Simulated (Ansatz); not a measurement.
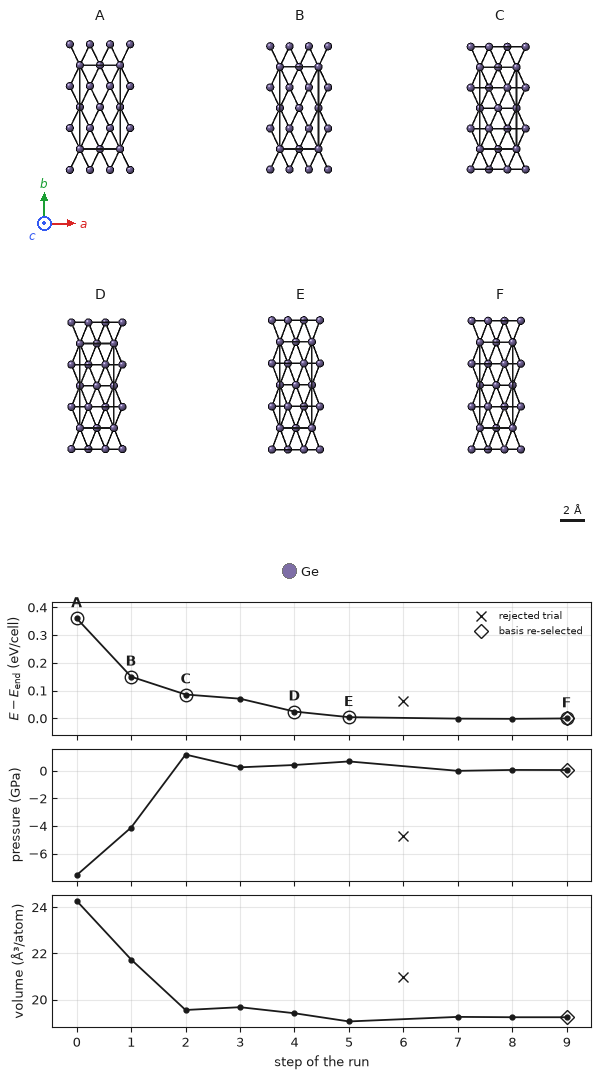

Frames of a relaxation of crystalline Ge (a generated structure, set up in Fddd) (coarse preliminary run), marked on the history of the run. Style: ball-and-stick. Shown: the conventional cell (4 times the calculation's cell), along the c axis. Lengths and directions refer to the drawn axes.

Method: Ansatz 0.2.0, DFT PBE, scalar-relativistic, plane waves, PAW.

The input:
```yaml
crystal:
  lattice:
    - [0.0, 3.60445875, 3.89305903]
    - [1.73031097, 0.0, 3.89305903]
    - [1.73031097, 3.60445875, 0.0]
  atoms:
    - { symbol: Ge, position: [0.25, 0.25, 0.25] }
    - { symbol: Ge, position: [0.0, 0.0, 0.0] }
basis:
  ecutwfc: 420
kpoints:
  mp_grid: { grid: [6, 6, 6] }
hamiltonian:
  xc: pbe
scf:
  occupations: { method: gaussian, width: 0.1 }
  lower_state_search: "off"
output:
  forces: true
  stress: true
  eigenvalues: true
relax:
  adjacent_minimum: "off"
  f_tol: 0.04
  max_steps: 70
  cell: { stress_tol: 0.4 }
```

Run as
```bash
ansatz run input.yaml --threads 1 --pin off --max-ram 2560MiB --backend cpu --events-out ev --progress --plain --runs-dir out
```

Question: Describe the path.

Answer: The energy falls by 0.361 eV per cell of the calculation in 7 accepted moves (9 points after the start). All forces vanish by symmetry, so only the cell relaxes. The pressure goes from −7.56 to 0.06 GPa. The line search rejected the trial step at point 6 of the run. At 1 point the geometry stayed and the basis and grid were re-selected for the new cell (energy shift of 1.4 meV per cell of the calculation at most each time). No atom moves by more than 0.005 Å relative to the cell. Cell: a 3.461 → 2.821 Å (−18.5 %), b 7.209 → 7.377 Å (+2.3 %), c 7.786 → 7.395 Å (−5.0 %). Volume −20.8 %. Among the contacts that change: Ge1–Ge1 3.461 → 2.821 Å, Ge1–Ge2 2.790 → 2.705 Å. Bond angles that change, for instance: Ge2–Ge1–Ge2 143.9° → 149.8°, Ge2–Ge1–Ge2 99.5° → 94.0°, Ge2–Ge1–Ge2 91.5° → 93.8°. The space group (tolerance 0.01 Å) goes from Fddd (No. 70) to I4_1/amd (No. 141). Cost: 59 s on 1 thread of Intel(R) Xeon(R) Processor @ 2.50GHz (Skylake/Cascade Lake) (shared host), peak memory 0.37 GiB. From step 0 to 1: volume −10.5 %, energy −0.210 eV per cell of the calculation. From step 1 to 2: volume −10.1 %, energy −64.2 meV per cell of the calculation. From step 2 to 4: volume −0.7 %, energy −61.5 meV per cell of the calculation. From step 4 to 5: volume −1.8 %, energy −20.2 meV per cell of the calculation. From step 5 to 9: volume +1.0 %, energy −4.6 meV per cell of the calculation.

| step | E − E(0), meV/atom | pressure, GPa | volume, Å³/atom | note |
| --- | --- | --- | --- | --- |
| 0 | 0.00 | -7.56 | 24.280 |  |
| 1 | -105.17 | -4.10 | 21.738 |  |
| 2 | -137.28 | 1.18 | 19.550 |  |
| 3 | -144.85 | 0.26 | 19.671 |  |
| 4 | -168.01 | 0.43 | 19.409 |  |
| 5 | -178.11 | 0.69 | 19.054 |  |
| 6 | -148.19 | -4.70 | 20.994 | rejected |
| 7 | -180.75 | 0.00 | 19.251 |  |
| 8 | -181.11 | 0.07 | 19.236 |  |
| 9 | -180.39 | 0.06 | 19.236 | same geometry, new basis |
